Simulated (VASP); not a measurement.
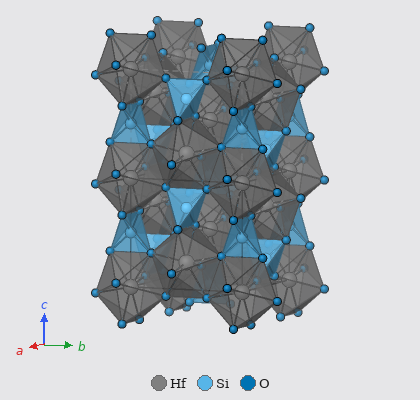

HfSiO₄, space group I4_1/amd (No. 141), a = 6.572 Å, b = 6.572 Å, c = 5.963 Å, α = 90.00°, β = 90.00°, γ = 90.00°. Origin: an entry of the Crystallography Open Database, as set up for an electronic-structure calculation. Forms under 0.4 % of the area are left out.

### What shape follows from the Bravais–Friedel–Donnay–Harker rule?

The forms computed, by share of the surface:

```
 form  faces  d (Å)  share of area (%)
{101}      8  4.416               87.4
{200}      4  3.286               12.6
```

Widths along a, b and c stand as 1.00 : 1.00 : 1.00.

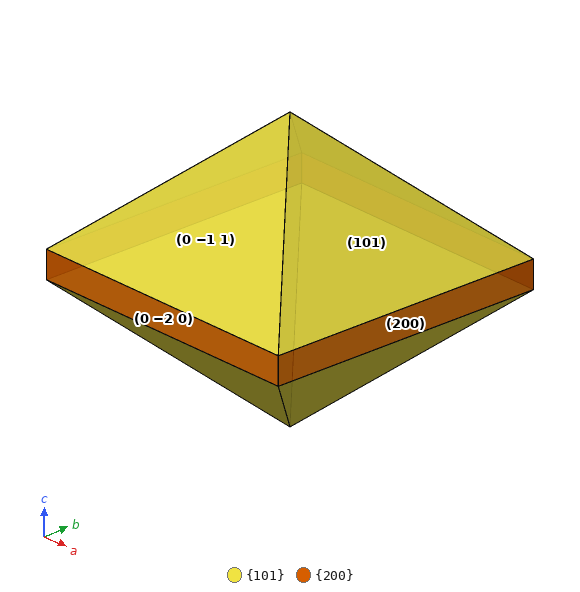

The computed shape, faces indexed. The rule is geometric and ignores bonding and growth conditions.
